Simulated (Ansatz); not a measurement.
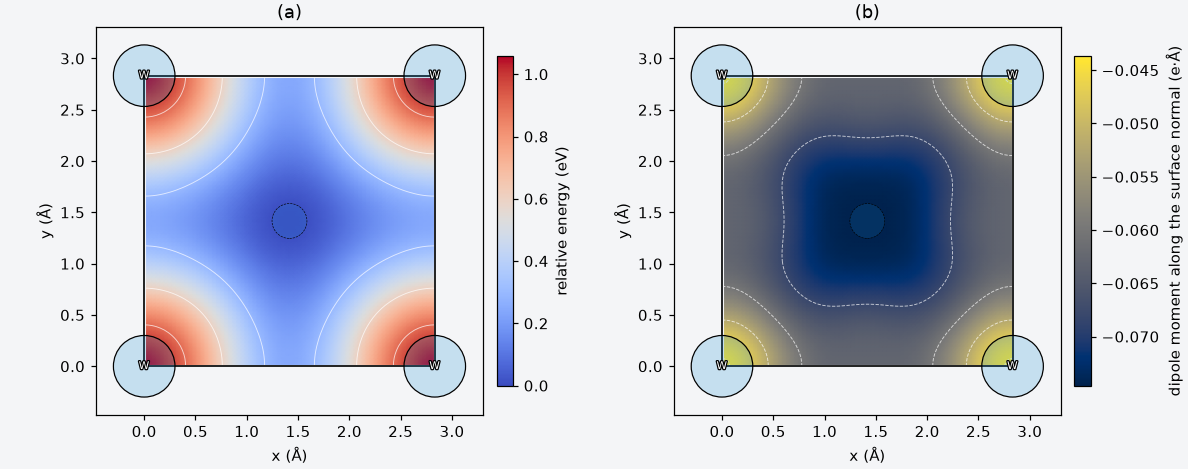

Si on a W(100) slab cut from the Fm-3m phase, its upper half relaxed before the scan (12 atoms of substrate and one adsorbate in a 2 × 2 cell). Si is moved over the surface cell at a fixed height above a rigid substrate; the origin of the map has the adsorbate above W9; the height is held at 2.20 Å. Places are given modulo a cell vector. The map is drawn in real space over the plane of the surface. The scan uses a 6 × 6 grid; 10 points were computed and 26 follow by symmetry. Places are given in fractions of the 1 × 1 surface cell. Energies: eV, counted from the lowest grid point. The runs have no spin polarisation, so an open-shell adsorbate far from the surface lies too high. At a fixed height the lowest place need not be the adsorption site. All numbers below come from Ansatz 0.2.0, DFT PBE+D3(BJ), scalar-relativistic, plane waves, PAW. Settings: cutoff 420 eV, k-mesh 5×5×1, gaussian smearing 0.1 eV, no spin polarisation.

Panel (a) is the energy; panel (b) is the computed dipole moment along the surface normal, in e·Å.

In the figure: a smooth colour map with a few white contour lines, labelled circles for the atoms of the top layer and small ones for the second layer, the outline of one cell of the plane. Between grid points the surface is interpolated.

How does the dipole moment along the surface normal vary over the map, and what is it at the lowest grid point?

Answer. It runs from −0.07 e·Å at a fourfold hollow over a second-layer W atom, (3/6, 3/6) of the cell vectors to −0.04 e·Å at the top site over a surface W atom, (0/6, 0/6) of the cell vectors. At the lowest grid point, a fourfold hollow over a second-layer W atom, (3/6, 3/6) of the cell vectors, it is −0.07 e·Å.

PAW datasets: the set soft_1.
